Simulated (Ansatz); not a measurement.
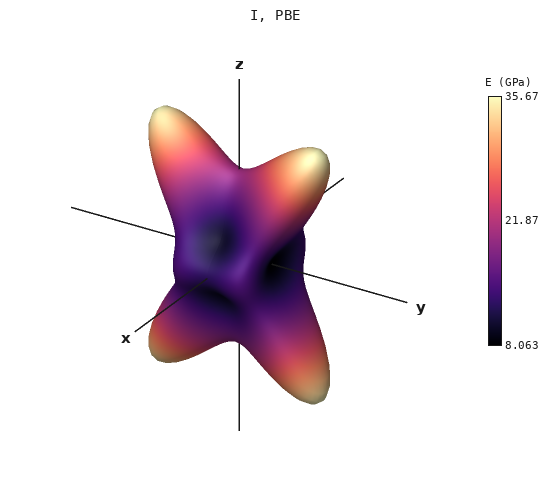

The picture above shows the Young's modulus as a surface whose radius and colour give its value in each direction for I, space group Cmce (No. 64).

Starting cell:
```yaml
crystal:
  lattice:
    - [3.63503, -2.39502, 0.00000]
    - [3.63503, 2.39502, 0.00000]
    - [0.00000, 0.00000, 9.79344]
  atoms:
    - { symbol: I, position: [0.64930, 0.35070, 0.38440] }
    - { symbol: I, position: [0.14930, 0.85070, 0.11560] }
    - { symbol: I, position: [0.35070, 0.64930, 0.61560] }
    - { symbol: I, position: [0.85070, 0.14930, 0.88440] }
```

Computed with Ansatz 0.2.0: plane-wave DFT, no spin polarisation; elastic constants in Voigt order on the axes of the given cell. Level: PBE.

```csv
setting,value
k mesh,5×5×3
occupations,fixed
potentials,Ansatz PAW
wave cutoff,420 eV
density cutoff,1680 eV
program settings,"xc grid level 2, xc grid task forces"
```

How anisotropic is Young's modulus?

Over all directions E runs from 8.1 to 35.7 GPa, a ratio of 4.4, a strong anisotropy; the crystal is close to a mechanical instability, so the softest values aren't well resolved.

What is E along the Cartesian axes and along their diagonal?

E is 12.8 GPa along x, 8.1 GPa along y and 20.3 GPa along z, and 15.8 GPa along the body diagonal x + y + z.
